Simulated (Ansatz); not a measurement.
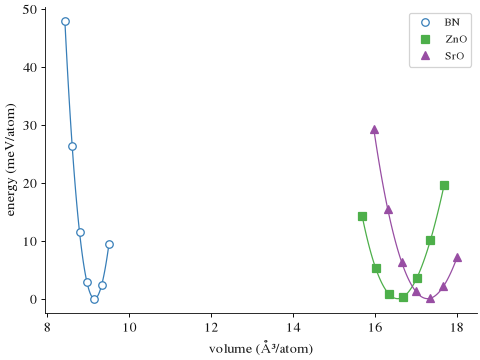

Computed with Ansatz 0.2.0: all-electron LAPW DFT, no spin polarisation; energies at scaled volumes of the given cell, shape and fractions fixed, counted from the fit's minimum, third-order Birch-Murnaghan fit. Level: PBE.

- occupations: Fermi–Dirac
- smearing width: 0.05 eV
- potentials: all electron LAPW, scalar relativistic

**Figure.** Energy against volume, with one curve for each compound, for BN, SrO and ZnO (all in space group P6_3/mmc (No. 194)).

Settings that differ: BN: k mesh 12×12×4; ZnO: k mesh 9×9×4; SrO: k mesh 9×9×5.

The fitted equilibrium volumes, smallest first, are BN 9.153, ZnO 16.558, SrO 17.288 Å³/atom. The fitted bulk moduli, smallest first, are SrO 81.6, ZnO 91.1, BN 236.3 GPa.

Keep in mind: shape and atomic fractions are frozen while scaling, which makes layered, chain and framework solids too stiff.
